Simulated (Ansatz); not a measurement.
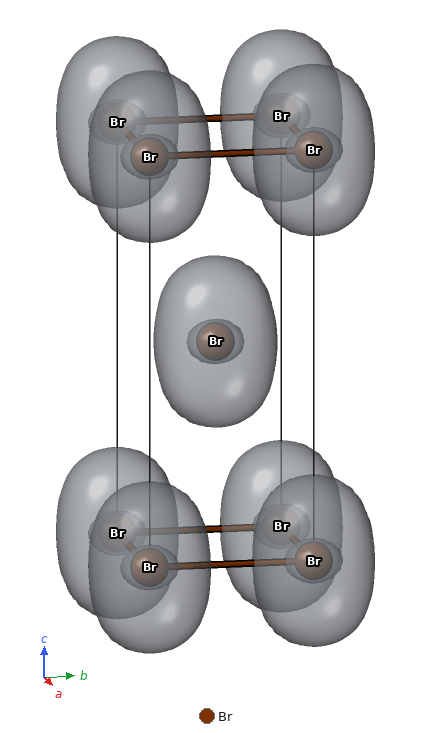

Figure 1: Br. Isosurface of the electron localisation function at 0.7 (grey), seen slightly off an axis. Only the valence region is drawn (cores and ρ < 0.01 e/Å³ removed). Sticks mark near contacts.

Space group I4/mmm; a structure from a database of computed crystals, not necessarily the ambient phase; computed pressure about 3 GPa in this cell.

Theory: Kohn-Sham DFT of a periodic cell, RPBE, JTH PAW (Ansatz 0.2.0).

Where are the electrons localised?

Answer. At this value the surface marks out two regions wrapped around Br (the valence shell of each), counted in one cell of 2 atoms. Any copies at cell faces, edges or corners count once. Profiles from the grid: Br–Br (2.85 Å): the ELF is about 0.30 at the midpoint.
